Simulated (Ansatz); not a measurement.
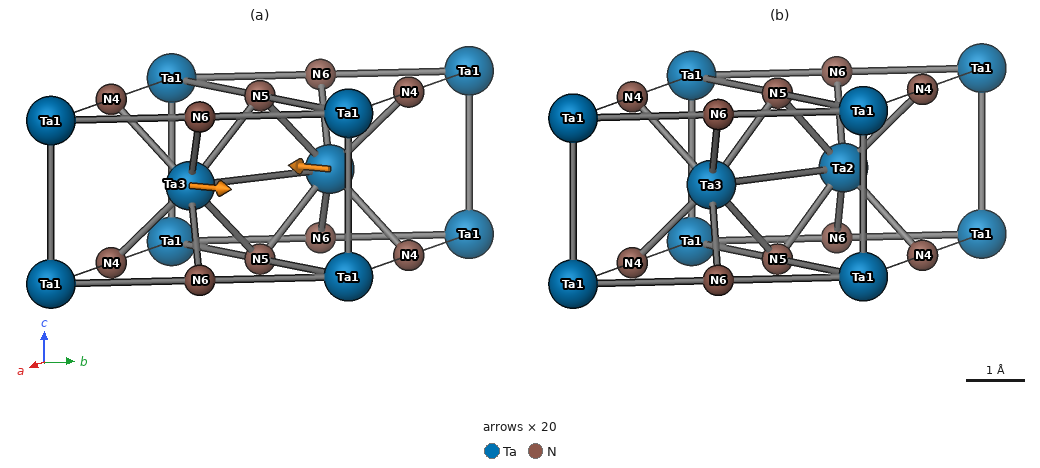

The structure of a crystal of TaN (set up in Cmmm) before (left) and after (right) a relaxation, at one scale. The orange arrows give the displacements (the part carried along by the change of the cell is left out), 20 times their true length.

Style: ball-and-stick. Shown: the cell of the calculation, slightly off an axis.

Case: uniaxial strain along a of +6.0 %; b, c and atoms relaxed.

Theory: DFT PBEsol, scalar-relativistic, plane waves, PAW (Ansatz 0.2.0).

The input:
```yaml
crystal:
  lattice:
    - [5.517394778, 0.0, 0.0]
    - [-2.758697389, 4.4401235659, 0.0]
    - [0.0, 0.0, 2.8600335803]
  atoms:
    - { symbol: Ta, position: [0.0, 0.0, 0.0] }
    - { symbol: Ta, position: [0.3333333333, 0.6666666667, 0.5] }
    - { symbol: Ta, position: [0.6666666667, 0.3333333333, 0.5] }
    - { symbol: "N", position: [0.5, 0.0, 0.0] }
    - { symbol: "N", position: [0.5, 0.5, 0.0] }
    - { symbol: "N", position: [0.0, 0.5, 0.0] }
basis:
  ecutwfc: 420
kpoints:
  mp_grid: { grid: [12, 12, 12] }
hamiltonian:
  xc: pbesol
scf:
  occupations: { method: gaussian, width: 0.1 }
output:
  forces: true
  stress: true
  eigenvalues: true
relax:
  adjacent_minimum: "off"
  f_tol: 0.008
  max_steps: 40
  cell: { stress_tol: 0.015, fix: [a, angles] }
```

Run as
```bash
ansatz run input.yaml --threads 1 --pin off --max-ram 2560MiB --backend cpu --events-out ev --progress --plain --runs-dir out
```

Summarise the run.

The run was cut off at its time limit before the relaxation converged, so the last structure is only a point on the way. The largest moves relative to the cell, 0.043 Å, are those of Ta2 and Ta3. Ta2 goes along [−2 −3 0]. N stays in place. The drawn cell changes as follows: a unchanged at 5.517 Å, b 5.227 → 5.106 Å (−2.3 %), c 2.860 → 2.905 Å (+1.6 %); the volume changes by −0.8 %. Some distances before and after: Ta1–Ta2 3.287 → 3.198 Å, Ta1–N6 2.614 → 2.553 Å, Ta2–Ta3 3.131 → 3.071 Å, Ta1–Ta1 2.860 → 2.905 Å. Bond angles that change, for instance: Ta1–N5–Ta3 92.7° → 94.9°, Ta1–N5–Ta2 87.3° → 85.1°. The space group (tolerance 0.01 Å) goes from Cmmm (No. 65) to P2/m (No. 10). After 1 geometry step the energy has fallen by 2.2 meV per atom. The largest force component goes from 0.91 to 0.41 eV/Å. The pressure goes from −4.76 to −4.71 GPa.
